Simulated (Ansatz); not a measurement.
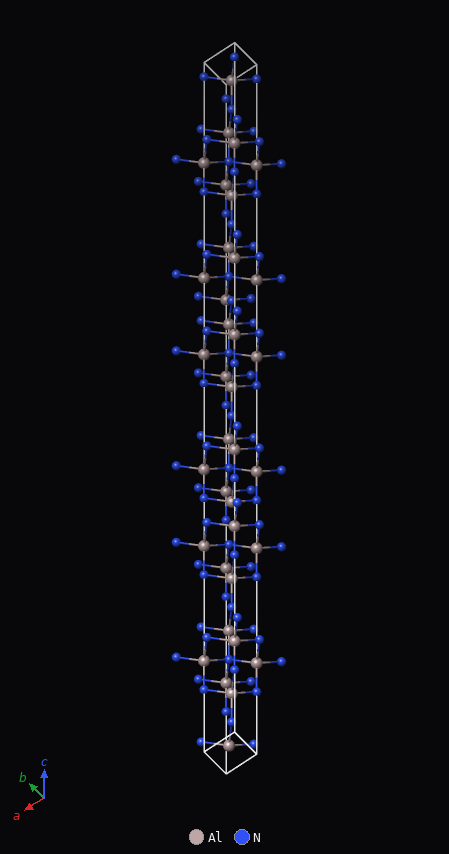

Shown here is a ball-and-stick view of the crystal, taken from a general direction. The frame is the conventional unit cell; atoms at its boundary are shown with their periodic copies. A few atoms beyond the faces are included.

Explain the picture.

Formula: AlN. The atoms follow space group R3m (No. 160); the Bravais lattice is rhombohedral (trigonal R). Cell content 18 Al, 18 N; Z = 18. Counting atoms within bonding range gives coordination numbers of Al 3 to 4 (mean 3.8) and N 3 to 4 (mean 3.8). The bonds build AlN layers parallel to (001).

The cell started as a structure listed in the Materials Project. The cell was then strained or its atoms displaced on purpose. It went into a calculation with Ansatz.

At this level of theory the run's own cell isn't at rest (forces up to 0.8 eV/Å), so its distances can differ from those at equilibrium, the more so the softer the solid.
